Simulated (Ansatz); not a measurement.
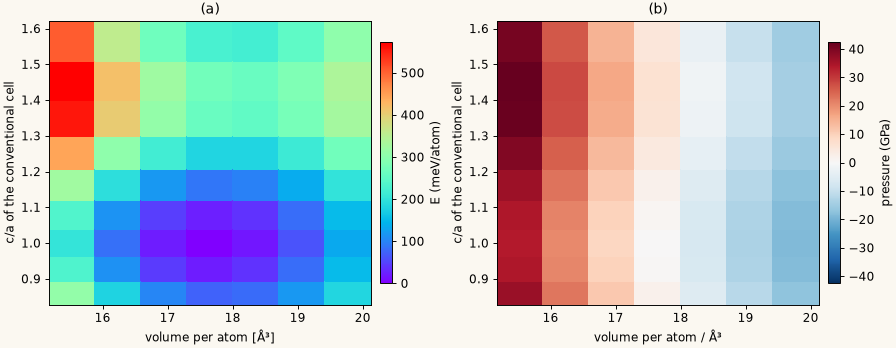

Ta (Im-3m, No. 229; 1 atom in the cell). The energy is mapped over volume and the cell's shape. Coordinates scanned: (1) volume per atom; (2) c/a of the conventional cell. Nothing is relaxed (symmetry fixes all fractional coordinates). The grid has 7 × 9 points. Points are written as (first, second). Energies are in meV/atom, from the lowest grid point. Method: DFT PBEsol, scalar-relativistic, plane waves, PAW (Ansatz). Settings: cutoff 420 eV, k-mesh 22×22×22, gaussian smearing 0.15 eV, no spin polarisation.

Panel (a) is the energy and panel (b) the computed pressure on the same grid.

Drawn: one coloured cell a grid point.

> How does the pressure vary over the map, and what is it at the lowest grid point?

It runs from −19 GPa at (19.77 Å³, 1.000) [bcc] to 43 GPa at (15.53 Å³, 1.453). At the lowest grid point, (17.65 Å³, 1.000) [bcc], it is 0 GPa. The pressure is minus the slope of the energy with volume, so it vanishes at the true minimum, which need not be a grid point.

| c/a of the conventional cell ↓, volume per atom → | 15.53 | 16.24 | 16.95 | 17.65 | 18.36 | 19.06 | 19.77 |
| --- | --- | --- | --- | --- | --- | --- | --- |
| 1.566 | 41 | 27 | 15 | 5 | −3 | −10 | −15 |
| 1.453 | 43 | 28 | 16 | 6 | −2 | −9 | −14 |
| 1.348 | 42 | 28 | 16 | 6 | −2 | −9 | −15 |
| 1.251 | 39 | 25 | 14 | 4 | −4 | −10 | −16 |
| 1.161 | 36 | 23 | 12 | 2 | −6 | −12 | −17 |
| 1.078 | 34 | 21 | 10 | 1 | −7 | −13 | −18 |
| 1.000 | 34 | 20 | 9 | 0 | −7 | −14 | −19 |
| 0.928 | 34 | 21 | 10 | 1 | −7 | −13 | −18 |
| 0.861 | 37 | 23 | 12 | 2 | −5 | −12 | −17 |

PAW datasets: the set soft_1.
